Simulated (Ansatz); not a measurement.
Consider GaN.

```
Ga N
1.0
    -3.21854    0.00000    0.00000
     0.00000    5.57467    0.00000
     0.00000    0.00000   -5.24338
Ga N
4 4
Direct
  0.50000 0.82329 0.00777
  0.00000 0.34339 0.99958
  0.00000 0.65661 0.49958
  0.50000 0.17671 0.50777
  0.50000 0.83165 0.60834
  0.00000 0.33505 0.61190
  0.00000 0.66495 0.11190
  0.50000 0.16835 0.10834
```

Space group Pmc2₁; not relaxed (largest force 1.8 eV/Å); PAW files of the earlier set (soft_1).

All numbers below come from DFT PBE, scalar-relativistic, plane waves, PAW in Ansatz.

Question: What can the converged valence pseudo-density and electron localisation function tell about the bonding?

Answer: Ga–N (2.03 Å): ρ at the midpoint is about 0.61 e/Å³; the ELF peaks at about 0.85 in the valence shell of N, 0.7 Å from its nucleus, and is about 0.45 at the midpoint.
Ga–N (2.09 Å): ρ is about 0.55 e/Å³ halfway; the ELF peaks at about 0.85 in the valence shell of N, 0.7 Å from its nucleus, and is about 0.45 at the midpoint.

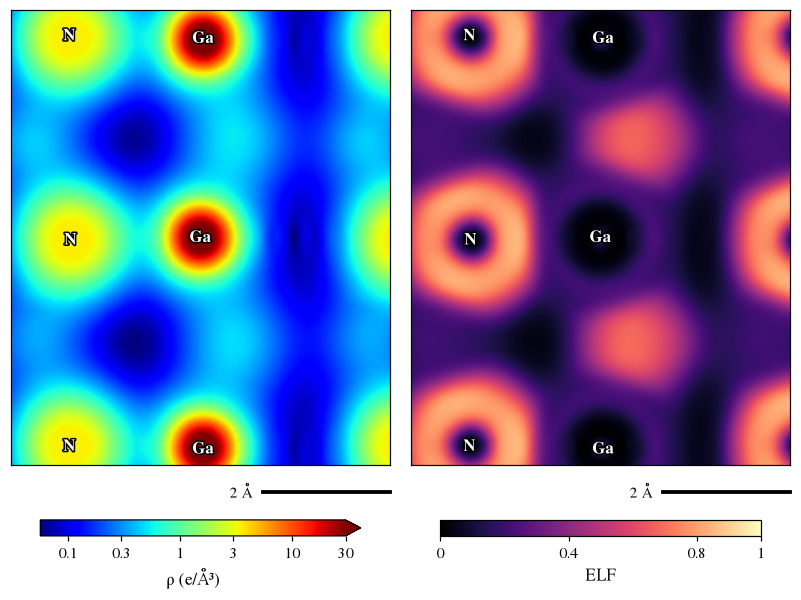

Computed valence pseudo-density and electron localisation function on the (110) plane of the conventional cell, in this order. Atoms just off the plane (Ga, 0.9 Å away and N, 0.9 Å away) can leave unmarked features too.
